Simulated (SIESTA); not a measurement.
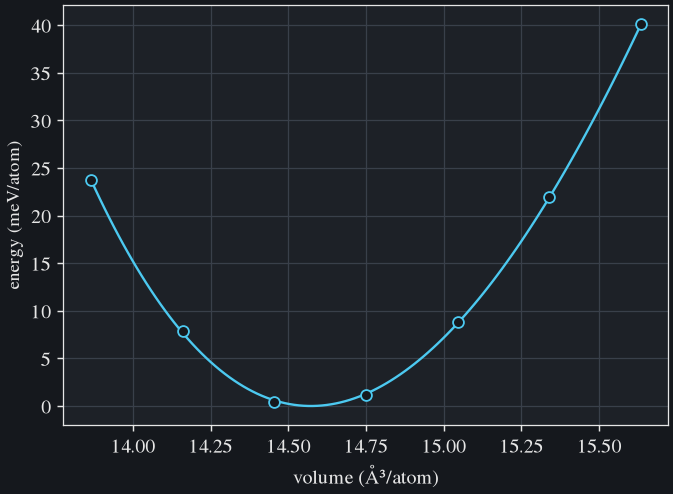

The plot gives the computed energy against volume for Pd, space group Fm-3m (No. 225).

The given structure:
```xyz
1
Lattice="0.0000 1.9465 1.9465 1.9465 0.0000 1.9465 1.9465 1.9465 0.0000" Properties=species:S:1:pos:R:3 pbc="T T T"
Pd    0.0000    0.0000    0.0000
```

How it was computed, with SIESTA 5.4.2: DFT in numerical atomic orbitals with pseudopotentials, no spin polarisation; energies at scaled volumes of the given cell, shape and fractions fixed, counted from the fit's minimum, third-order Birch-Murnaghan fit. Level: PBEsol.

```csv
setting,value
k mesh,12×12×12
occupations,Fermi–Dirac
smearing width,0.05 eV
potentials,"PseudoDojo 0.4 standard, converted to PSML, two zetas on semicore shells"
program settings,"basis DZP, mesh cutoff 800 Ry"
```

This calculation gives: equilibrium volume 14.57 Å³/atom and bulk modulus 197 GPa.

Now the level changes from PBEsol to PBE. How do these quantities change?

The equilibrium volume rises from 14.57 to 15.39 Å³/atom (+5.6 %) and the bulk modulus falls from 197 to 155 GPa (−21 %).

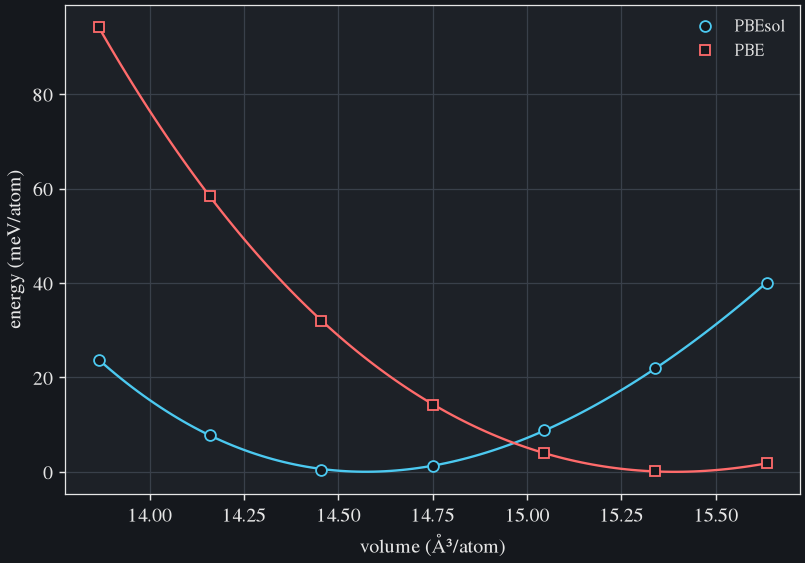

The two results together.

For both, limits of the calculation: mulliken charges of long orbitals.

V0 and the bulk modulus come from third-order Birch–Murnaghan fits.
